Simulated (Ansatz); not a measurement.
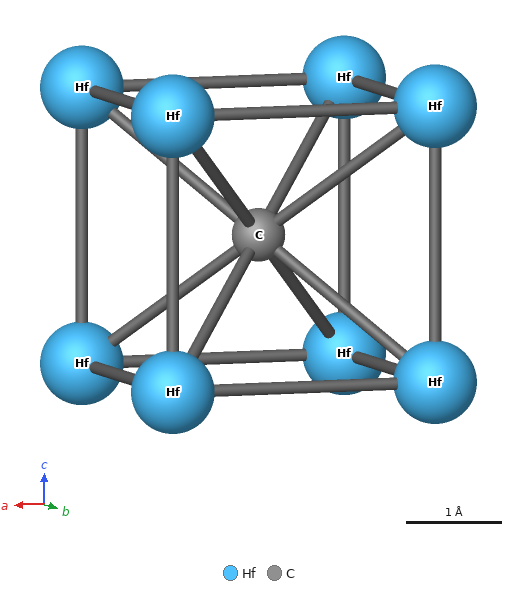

Lattice vibrations of solid HfC (a generated structure) at a fixed volume, space group Pm-3m (No. 221), at the zone centre. A ball-and-stick model of the cell of the calculation, seen from a free direction.

These are results of Ansatz 0.2.0, DFT PBE, scalar-relativistic, plane waves, PAW, not measurements.

The input:
```yaml
crystal:
  lattice:
    - [2.9223, 0.0, 0.0]
    - [0.0, 2.9223, 0.0]
    - [0.0, 0.0, 2.9223]
  atoms:
    - { symbol: Hf, position: [0.0, 0.0, 0.0] }
    - { symbol: C, position: [0.5, 0.5, 0.5] }
basis:
  ecutwfc: 420
kpoints:
  mp_grid: { grid: [14, 14, 14] }
hamiltonian:
  xc: pbe
scf:
  occupations: { method: fermi_dirac, width: 0.15 }
output:
  eigenvalues: true
phonons:
  method: dfpt
  eigenvectors: true
```

Run as
```bash
ansatz run input.yaml --threads 1 --pin off --max-ram 1228MiB --backend cpu --events-out ev --progress --plain --runs-dir out
```

The frequencies depend somewhat on the k-mesh and the smearing.

Question: Which optical modes does it have, at what frequencies, and is it stable there?

Answer: The calculation's cell holds 2 atoms, so there are 3 optical modes, in 1 level. The optical modes span T₁u. No level is unstable.

| level | symmetry | frequency (cm⁻¹) | activity |
| --- | --- | --- | --- |
| 1 | T₁u | 60 | infrared-active |

The crystal is a metal, so free carriers screen the infrared response.

The modes drawn as arrows (one member of each degenerate set):

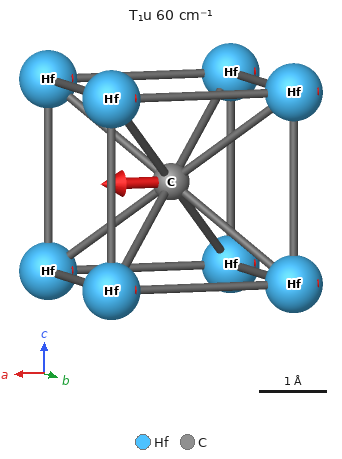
